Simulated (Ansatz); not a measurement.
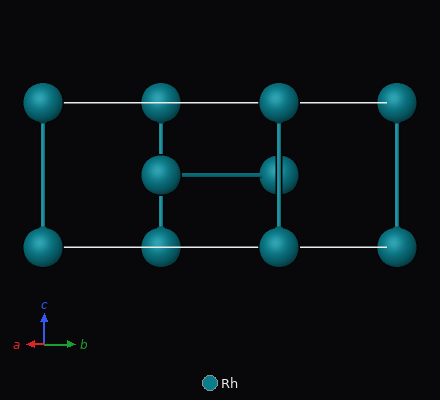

Rh (P6/mmm, No. 191): the end point of a relaxation with Ansatz, DFT, PBE, plane waves (420 eV) with PAW, scalar-relativistic; the starting structure was generated, so it need not be a known form of this composition.

```
CELL_PARAMETERS angstrom
4.33874 0.00000 0.00000
-2.16937 3.75746 0.00000
0.00000 0.00000 2.66256
ATOMIC_POSITIONS crystal
Rh 0.00000 0.00000 0.00000
Rh 0.33333 0.66667 0.50000
Rh 0.66667 0.33333 0.50000
```

What will a Z-contrast image along [210] show? Simulation: incoherent imaging, intensity Z^1.8 per atom, probe width 0.82 Å, thin sample. The probe carries 15 % of its weight in a tail 2.5 times as wide.

Answer. The columns repeat on a rectangular net of 2.17 × 2.66 Å (plane group p2mm). The brightest columns hold 2 Rh per repeat; in falling brightness follow 1 Rh (about 50 %). Brightness is counted from the darkest point of the image. The closest visible columns (Rh and Rh) are 1.33 Å apart in projection. Along the beam the structure repeats every 7.51 Å.

| column | atoms along the beam per repeat | peak brightness |
| --- | --- | --- |
| Rh | 2 Rh | 100 % |
| Rh | 1 Rh | 50 % |

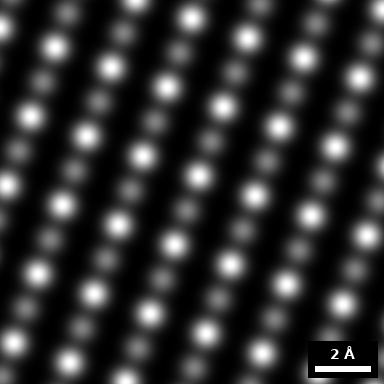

The simulated image.
